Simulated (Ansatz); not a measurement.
## Geometry relaxation of Zn12HO12 (part 3 of 4)

Zn12HO12 (slab, 25 atoms in the cell); DFT PBE+D3(BJ), scalar-relativistic, plane waves, PAW, spin-polarised (Ansatz 0.2.0); cutoff 420 eV, 4×5×1 k-mesh, Gaussian smearing of 0.05 eV, collinear spins. The structure derives from an entry of the Crystallography Open Database. The input holds or restrains some coordinates.

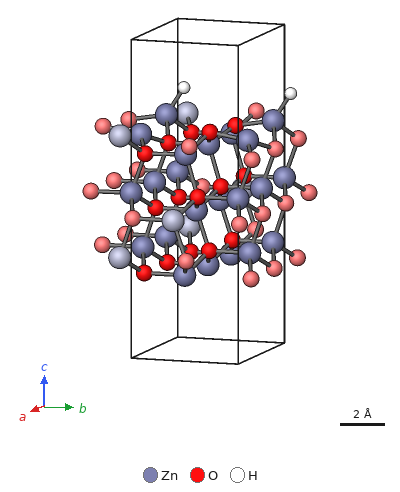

*The geometry at step 14 of the log (ball-and-stick view of the cell of the calculation, with the vacuum cut short, seen slightly off an axis; neighbours outside the cell are drawn fainter).*

**Log, continued**
```
SCF iter   1: F=—  HF=-46656.092820 eV  |F-HF|=—  |Δ(HF+E_count)|=         —  Δρ=1.21e-3 (↑5.44e-4 ↓1.21e-3)  dr2=1.99e-2  dr2_m=4.13e-3  M=0.877 μB ∫|m|=0.952 μB  β_m=1.20  ethr=9.83e-5  p=-0.226 e·Å  D=-4.67e-2 V/Å  ΔV_dip=1.19 eV  dr2_dipole=2.84e-3  V_vac-E_F(+/−)=6.33/5.14 eV  ⟨swp⟩=2.2  Hψ=5930  notcnv=0  defer=438
efield: sawtooth ramp at fractional position 0.9106 (handed on by an earlier solve), width 0.1000; the density the first Hamiltonian is built on has a dipole p = -0.226 e·Å; the dipole correction subtracts the counter field D = -4.67e-2 V/Å, which shifts the + side's vacuum level by +1.19 eV against the − side's; the planar-averaged density in the ramp window peaks in size at 3.0e-6 e/Å³
preconditioner: auto → LDOS  [metal: Δε(μ)=0.017 eV  Ē_g=11.563 eV  σ=0.050 eV  W_gap=0.19  n_scr=142 (ndim 8)  ℏωp=18.5 eV  f_vac=0.632  D(μ)=6.88/eV (n_scr^D=18)]
spin=Collinear: LDOS preconditioning applied to the charge; magnetization (m = ρ↑ − ρ↓) channel mixes plain (no charge-response kernel on spin).
SCF iter   2: F=—  HF=-46656.103549 eV  |F-HF|=—  |Δ(HF+E_count)|=   1.07e-2  Δρ=7.34e-4 (↑4.69e-4 ↓7.34e-4)  dr2=3.42e-2  dr2_m=2.35e-4  M=0.855 μB ∫|m|=0.930 μB  β_m=0.30  ethr=9.15e-6  p=-0.226 e·Å  D=-4.68e-2 V/Å  ΔV_dip=1.20 eV  dr2_dipole=7.86e-3  V_vac-E_F(+/−)=6.35/5.15 eV  ⟨swp⟩=2.0  Hψ=5300  notcnv=0  defer=438
density mixer auto → msr1: a metal under ldos (density of states about μ 0.73 of a free-electron gas's, 142 screened modes)
SCF iter   3: F=—  HF=-46656.101419 eV  |F-HF|=—  |Δ(HF+E_count)|=   2.13e-3  Δρ=6.91e-4 (↑3.07e-4 ↓6.91e-4)  dr2=2.09e-2  dr2_m=5.52e-4  M=0.867 μB ∫|m|=0.942 μB  β_m=0.60  ethr=9.15e-6  p=-0.227 e·Å  D=-4.70e-2 V/Å  ΔV_dip=1.20 eV  dr2_dipole=4.62e-3  V_vac-E_F(+/−)=6.34/5.14 eV  ⟨swp⟩=1.7  Hψ=2752  notcnv=0  defer=438
SCF iter   4: F=—  HF=-46656.100051 eV  |F-HF|=—  |Δ(HF+E_count)|=   1.37e-3  Δρ=2.75e-4 (↑2.44e-4 ↓2.75e-4)  dr2=2.23e-3  dr2_m=3.18e-4  M=0.894 μB ∫|m|=0.968 μB  β_m=0.68  ethr=9.15e-6  p=-0.229 e·Å  D=-4.74e-2 V/Å  ΔV_dip=1.21 eV  dr2_dipole=2.56e-4  V_vac-E_F(+/−)=6.34/5.12 eV  ⟨swp⟩=1.6  Hψ=2630  notcnv=0  defer=438
SCF iter   5: F=—  HF=-46656.100965 eV  |F-HF|=—  |Δ(HF+E_count)|=   9.14e-4  Δρ=1.80e-4 (↑1.80e-4 ↓1.12e-4)  dr2=5.97e-4  dr2_m=4.72e-5  M=0.901 μB ∫|m|=0.976 μB  β_m=0.67  ethr=1.03e-6  p=-0.230 e·Å  D=-4.76e-2 V/Å  ΔV_dip=1.22 eV  dr2_dipole=1.10e-5  V_vac-E_F(+/−)=6.34/5.12 eV  ⟨swp⟩=2.0  Hψ=4465  notcnv=0  defer=438
SCF iter   6: F=—  HF=-46656.101099 eV  |F-HF|=—  |Δ(HF+E_count)|=   1.34e-4  Δρ=8.65e-5 (↑8.14e-5 ↓8.65e-5)  dr2=2.28e-4  dr2_m=2.16e-5  M=0.907 μB ∫|m|=0.982 μB  β_m=0.75  ethr=2.75e-7  p=-0.229 e·Å  D=-4.74e-2 V/Å  ΔV_dip=1.21 eV  dr2_dipole=2.80e-5  V_vac-E_F(+/−)=6.33/5.12 eV  ⟨swp⟩=2.0  Hψ=4517  notcnv=0  defer=438
SCF iter   7: F=—  HF=-46656.101148 eV  |F-HF|=—  |Δ(HF+E_count)|=   4.93e-5  Δρ=5.83e-5 (↑4.44e-5 ↓5.83e-5)  dr2=1.01e-4  dr2_m=7.92e-6  M=0.907 μB ∫|m|=0.982 μB  β_m=0.80  ethr=1.05e-7  p=-0.228 e·Å  D=-4.72e-2 V/Å  ΔV_dip=1.21 eV  dr2_dipole=1.53e-5  V_vac-E_F(+/−)=6.32/5.12 eV  ⟨swp⟩=2.0  Hψ=4432  notcnv=0  defer=438
SCF iter   8: F=—  HF=-46656.101163 eV  |F-HF|=—  |Δ(HF+E_count)|=   1.43e-5  Δρ=3.27e-5 (↑2.65e-5 ↓3.27e-5)  dr2=2.51e-5  dr2_m=1.33e-6  M=0.905 μB ∫|m|=0.981 μB  β_m=0.69  ethr=4.63e-8  p=-0.228 e·Å  D=-4.71e-2 V/Å  ΔV_dip=1.21 eV  dr2_dipole=1.21e-6  V_vac-E_F(+/−)=6.32/5.12 eV  ⟨swp⟩=2.0  Hψ=4596  notcnv=0  defer=438
SCF iter   9: F=—  HF=-46656.101133 eV  |F-HF|=—  |Δ(HF+E_count)|=   2.92e-5  Δρ=1.94e-5 (↑1.56e-5 ↓1.94e-5)  dr2=1.20e-5  dr2_m=1.10e-7  M=0.905 μB ∫|m|=0.980 μB  β_m=0.71  ethr=1.16e-8  p=-0.228 e·Å  D=-4.70e-2 V/Å  ΔV_dip=1.20 eV  dr2_dipole=6.82e-8  V_vac-E_F(+/−)=6.32/5.12 eV  ⟨swp⟩=2.0  Hψ=4666  notcnv=0  defer=438
SCF iter  10: F=—  HF=-46656.101136 eV  |F-HF|=—  |Δ(HF+E_count)|=   2.86e-6  Δρ=1.28e-5 (↑1.28e-5 ↓1.14e-5)  dr2=5.69e-6  dr2_m=2.28e-8  M=0.905 μB ∫|m|=0.980 μB  β_m=0.69  ethr=5.55e-9  p=-0.228 e·Å  D=-4.70e-2 V/Å  ΔV_dip=1.20 eV  dr2_dipole=9.60e-8  V_vac-E_F(+/−)=6.32/5.12 eV  ⟨swp⟩=2.5  Hψ=4653  notcnv=0  defer=438
SCF iter  11: F=—  HF=-46656.101141 eV  |F-HF|=—  |Δ(HF+E_count)|=   4.39e-6  Δρ=9.06e-6 (↑9.06e-6 ↓6.89e-6)  dr2=1.58e-6  dr2_m=1.33e-7  M=0.905 μB ∫|m|=0.980 μB  β_m=0.69  ethr=2.62e-9  p=-0.227 e·Å  D=-4.70e-2 V/Å  ΔV_dip=1.20 eV  dr2_dipole=3.65e-11  V_vac-E_F(+/−)=6.32/5.12 eV  ⟨swp⟩=2.0  Hψ=4598  notcnv=0  defer=438
SCF iter  12: F=—  HF=-46656.101144 eV  |F-HF|=—  |Δ(HF+E_count)|=   3.24e-6  Δρ=6.35e-6 (↑5.35e-6 ↓6.35e-6)  dr2=7.42e-7  dr2_m=9.02e-8  M=0.905 μB ∫|m|=0.980 μB  β_m=0.65  ethr=7.28e-10  p=-0.228 e·Å  D=-4.70e-2 V/Å  ΔV_dip=1.20 eV  dr2_dipole=4.55e-9  V_vac-E_F(+/−)=6.32/5.12 eV  ⟨swp⟩=2.0  Hψ=4696  notcnv=0  defer=438
SCF iter  13: F=—  HF=-46656.101145 eV  |F-HF|=—  |Δ(HF+E_count)|=   8.59e-7  Δρ=4.90e-6 (↑3.23e-6 ↓4.90e-6)  dr2=4.62e-7  dr2_m=3.80e-8  M=0.905 μB ∫|m|=0.980 μB  β_m=0.61  ethr=3.42e-10  p=-0.227 e·Å  D=-4.70e-2 V/Å  ΔV_dip=1.20 eV  dr2_dipole=4.21e-10  V_vac-E_F(+/−)=6.32/5.12 eV  ⟨swp⟩=2.0  Hψ=4700  notcnv=0  defer=438
SCF iter  14: F=—  HF=-46656.101145 eV  |F-HF|=—  |Δ(HF+E_count)|=   2.99e-8  Δρ=3.22e-6 (↑1.73e-6 ↓3.22e-6)  dr2=1.97e-7  dr2_m=1.85e-8  M=0.905 μB ∫|m|=0.980 μB  β_m=0.77  ethr=2.13e-10  p=-0.227 e·Å  D=-4.70e-2 V/Å  ΔV_dip=1.20 eV  dr2_dipole=1.49e-8  V_vac-E_F(+/−)=6.32/5.12 eV  ⟨swp⟩=2.0  Hψ=4657  notcnv=0  defer=438
SCF iter  15: F=—  HF=-46656.101145 eV  |F-HF|=—  |Δ(HF+E_count)|=   3.31e-7  Δρ=2.42e-6 (↑1.98e-6 ↓2.42e-6)  dr2=1.83e-7  dr2_m=4.39e-9  M=0.905 μB ∫|m|=0.980 μB  β_m=0.78  ethr=4.61e-11  p=-0.227 e·Å  D=-4.70e-2 V/Å  ΔV_dip=1.20 eV  dr2_dipole=1.56e-8  V_vac-E_F(+/−)=6.32/5.12 eV  ⟨swp⟩=19.2  Hψ=24564  notcnv=0
SCF iter  16: F=—  HF=-46656.101145 eV  |F-HF|=—  |Δ(HF+E_count)|=   2.06e-7  Δρ=1.47e-6 (↑1.47e-6 ↓1.41e-6)  dr2=1.18e-7  dr2_m=1.61e-9  M=0.905 μB ∫|m|=0.980 μB  β_m=0.75  ethr=8.44e-11  p=-0.228 e·Å  D=-4.70e-2 V/Å  ΔV_dip=1.20 eV  dr2_dipole=1.95e-8  V_vac-E_F(+/−)=6.32/5.12 eV  ⟨swp⟩=2.0  Hψ=4577  notcnv=0
iter 17 did not close the SCF: its close was put off for a magnetic moment that had not settled (scf_convergence_deferred on its scf_iter line)
SCF iter  17: F=-46656.101146 eV  HF=-46656.101145 eV  |F-HF|=2.13e-7  |Δ(HF+E_count)|=   1.24e-7  Δρ=1.41e-6 (↑1.41e-6 ↓1.05e-6)  dr2=4.87e-8  dr2_m=3.12e-9  M=0.905 μB ∫|m|=0.980 μB  β_m=0.68  ethr=4.61e-11  p=-0.228 e·Å  D=-4.70e-2 V/Å  ΔV_dip=1.20 eV  dr2_dipole=2.18e-9  V_vac-E_F(+/−)=6.32/5.12 eV  ⟨swp⟩=11.1  Hψ=21422  notcnv=0
iter 18 did not close the SCF: its close was put off for a magnetic moment that had not settled (scf_convergence_deferred on its scf_iter line)
SCF iter  18: F=-46656.101146 eV  HF=-46656.101146 eV  |F-HF|=9.05e-8  |Δ(HF+E_count)|=   1.46e-7  Δρ=8.68e-7 (↑8.41e-7 ↓8.68e-7)  dr2=1.80e-8  dr2_m=1.40e-9  M=0.905 μB ∫|m|=0.980 μB  β_m=0.57  ethr=2.24e-11  p=-0.228 e·Å  D=-4.70e-2 V/Å  ΔV_dip=1.20 eV  dr2_dipole=1.26e-10  V_vac-E_F(+/−)=6.32/5.12 eV  ⟨swp⟩=9.5  Hψ=20940  notcnv=0
iter 19 did not close the SCF: its close was put off for a magnetic moment that had not settled (scf_convergence_deferred on its scf_iter line)
SCF iter  19: F=-46656.101146 eV  HF=-46656.101146 eV  |F-HF|=7.61e-8  |Δ(HF+E_count)|=   2.77e-8  Δρ=4.44e-7 (↑4.44e-7 ↓4.19e-7)  dr2=4.15e-9  dr2_m=8.76e-10  M=0.905 μB ∫|m|=0.980 μB  β_m=0.66  ethr=8.29e-12  p=-0.228 e·Å  D=-4.70e-2 V/Å  ΔV_dip=1.20 eV  dr2_dipole=5.14e-10  V_vac-E_F(+/−)=6.32/5.12 eV  ⟨swp⟩=8.9  Hψ=19846  notcnv=0
SCF iter  20: F=-46656.101146 eV  HF=-46656.101146 eV  |F-HF|=1.84e-8  |Δ(HF+E_count)|=   5.88e-8  Δρ=3.10e-7 (↑2.71e-7 ↓3.10e-7)  dr2=2.66e-9  dr2_m=2.96e-10  M=0.905 μB ∫|m|=0.980 μB  ethr=1.91e-12  p=-0.228 e·Å  D=-4.70e-2 V/Å  ΔV_dip=1.20 eV  dr2_dipole=2.06e-10  V_vac-E_F(+/−)=6.32/5.12 eV  ⟨swp⟩=8.8  Hψ=19076  notcnv=0
SCF 14 converged in 20 iterations: F = -46656.101146 eV  dr2 = 2.66e-9
  greatest PAW one-centre occupation: 0.988 electrons in one spin orbital (limit 2), on the Zn atom at site 0 (counted from 0), in its partial waves of l = 2
relax step  14: F+E_penalty+E_count = -46656.10114568 eV  Δ(F+E_penalty+E_count) = -4.670e-3 eV  max|allowed force component| = 1.767e-2 eV/Å  Δτ_max = 0.0461 Å  (20 SCF iters, accepted)
WARN: The output density's exchange-correlation potential varies sharply where the density is thin. Do not read a vacuum level from v_tot or v_xc, or from such a field of the output density. On a cell that repeats whose density bears no net charge and no dipole along the vacuum's axis use v_es (v_loc + v_h of the components); under efield.dipole_correction with no amplitude use v_es + v_field, which holds any external_charges[].barrier, or the levels of the report's work_function block, which leave it out; under a non-zero efield.amplitude the vacuum is tilted and has no level; on a cell that repeats and bears such a dipole with no correction it is tilted too, and efield.dipole_correction with no amplitude gives each side of its ramp a level where efield: is served; in a cell that repeats whose density bears a net charge (total_charge, or a fill off its count) it is curved and has none; of a slab under crystal.periodic whose density bears no net charge use v_es, which has a level on each side, short of where the two are joined; of another it falls or rises all the way out and has none; of a slab beside external_charges read slab_vacuum_level instead, which it has where they leave it neutral. The grid or the basis barely resolves most such structure, and the values can differ between equally converged runs; as a rule a tighter scf.convergence.dr2_threshold does not remove it. Where the density itself ripples (under the LDA too) a higher basis.ecutwfc lessens it. The files hold the spikes' plane waves up to the density's cutoff. Files: v_tot_of_output_density and the like, and their columns of v_z.tsv (output.write_potential); v_xc_of_output_density and the like, and their columns of v_comp_z.tsv (output.write_potential_components). Measured: with its Gaussian average of σ = 0.25 Å subtracted twice, the exchange-correlation potential is over 0.1 eV at 1904 of the grid points where the equally averaged density (valence and model cores) is under 1e-3 e/Å³, and 0.416 eV at the most among them, at an averaged density of 2.4e-7 e/Å³. The input density's (outcome.potential() and, of a run that writes arrays, v_tot and v_xc) is over 0.1 eV, so measured, at 279 points of its own thin density, 0.488 eV at the most. See output.write_potential in the manual, Limitations
SCF converged after 20 iterations
Magnetization: 0.9049 μB (108.9524 up, 108.0476 down)
Absolute magnetization: 0.9842 μB (∫|ρ↑−ρ↓|, with the PAW one-centre terms)
Spin contamination: 0.0096 ħ² per cell (⟨S²⟩ above its minimum at these occupations)
Per-site moments (μB) at R_I (Å): [(0.0004896303537585872, 0.8184428685682473), (0.0004881315940456636, 0.8184428685682473), (0.012120236293173672, 0.8184428685682473), (0.012044958192177636, 0.8184428685682474), (0.004595376960690806, 0.8184428682593012), (0.003349139877417459, 0.8184428682593012), (0.0028306547112518874, 0.8184428682593011), (0.0023544321306961215, 0.8184428682593011), (0.003917734943568785, 0.809542496190829), (0.0024379415681217926, 0.8110736741100426), (0.022398306879272925, 0.8184428682593012), (0.010070067774605855, 0.8100490980681118), (0.008133806816671623, 0.8100490980681118), (0.007958235904387554, 0.810129245302687), (0.022622921578676836, 0.809542496190829), (0.022526761541595722, 0.8097064761656817), (0.01743284914719154, 0.7899606550498774), (0.017444361168124596, 0.7899650151671924), (0.06144475313560503, 0.7953586742532025), (0.05977254318501664, 0.795478894338869), (0.07009915186775846, 0.6480355926448702), (0.004176022070891099, 0.7706309463168908), (0.2006896239861481, 0.7757787589202724), (0.01354307626140868, 0.7706309463168908), (0.14815007617904682, 0.6480355926448702)]
Free energy (F): -46656.101146 eV
Harris-Foulkes:  -46656.101146 eV  (|F-HF|=1.84e-8)
Internal energy: -46656.093053 eV  (E = F + TS)
E sigma→0 (E₀):  -46656.097099 eV
Entropy (-TS):   -0.008093 eV (-0.324 meV/atom)
Fermi energy:    -1.465663 eV
Dipole field:    D = -0.047036 V/Å  (p = -0.227481 e·Å, saw-weighted, corrected)
Work function:   Φ+ = 6.3213 eV   Φ− = 5.1182 eV
Levels:          The Fermi level and band energies are counted from a zero that moves with the ramp; work functions are not
--- Per-component energies (eV) ---
  E_band       = -1502.720531
  E_kinetic    = 3669.292402
  E_local      = -269690.174950  (includes V_loc(G=0)·N_el)
  E_nonlocal   = 7998.825829
  E_hartree    = 131758.559719
  E_xc         = -2524.106107
  E_vxc        = -1743.857081  (∫ρ·V_xc dr)
  E_paw        = -23869.167427  (= ΣΔE_a)
  E_vpaw       = -5254.026504  (= ΣTr[D̂ρ^β])
  E_aug_tail   = 0.023864  (compensation charges beyond the density's cutoff)
  E_efield     = 0.005350  (sawtooth field / dipole correction)
  E_vefield    = 0.087285  (∫n·V_field dr)
  E_ewald      = 106004.749453
  E_disp       = -4.101186  (pairwise vdW)
  E_smearing   = -0.008093  (= −TS)
  E_closure    = -0.000000  (closes the sum)
  Σ components = -46656.101146   (vs F -46656.101146, Δ=0.00e0)
--- Forces (eV/Å), atoms counted from 1 ---
  atom   1  Zn     0.00263586    -1.29784110     1.15991948
  atom   2  Zn    -0.00262420    -1.29783077     1.15992596
  atom   3  O      0.00308393     0.70106885     0.10569033
  atom   4  O     -0.00310904     0.70098717     0.10587702
  atom   5  Zn    -0.00063760     0.65928488    -0.67231776
  atom   6  Zn     0.00036375     0.65745821    -0.68991274
  atom   7  O     -0.00023302     0.07104369    -1.08459287
  atom   8  O      0.00006150     0.06852152    -1.07502797
  atom   9  Zn    -0.00293177    -0.19583338     0.30701813
  atom  10  Zn     0.00114773    -0.15832989     0.33468647
  atom  11  O     -0.00737259     0.00416541     0.25312024
  atom  12  O      0.00058887     0.09008505     0.09028971
  atom  13  Zn     0.00166762     0.00611387     0.00214917
  atom  14  Zn    -0.00182523     0.00638426     0.00217098
  atom  15  O     -0.00004902     0.00272852    -0.00281736
  atom  16  O     -0.00103668     0.00234879    -0.00405035
  atom  17  Zn    -0.00784048    -0.01655122     0.00026901
  atom  18  Zn     0.00678661    -0.01472660    -0.00128508
  atom  19  O      0.00637652    -0.00232498     0.00258361
  atom  20  O     -0.00005760    -0.00133640    -0.00087191
  atom  21  Zn    -0.00107453    -0.00073175    -0.00173686
  atom  22  Zn    -0.00217107     0.00331166     0.00369315
  atom  23  O     -0.00044187     0.01767312     0.01193693
  atom  24  O      0.00351463     0.00065621    -0.00500658
  atom  25  H      0.00517657    -0.00631453    -0.00170062
  max |Σ_I F_I| component: 1.06e-5 eV/Å
--- Band table (eV; the first three rows and the last of 22) ---
```
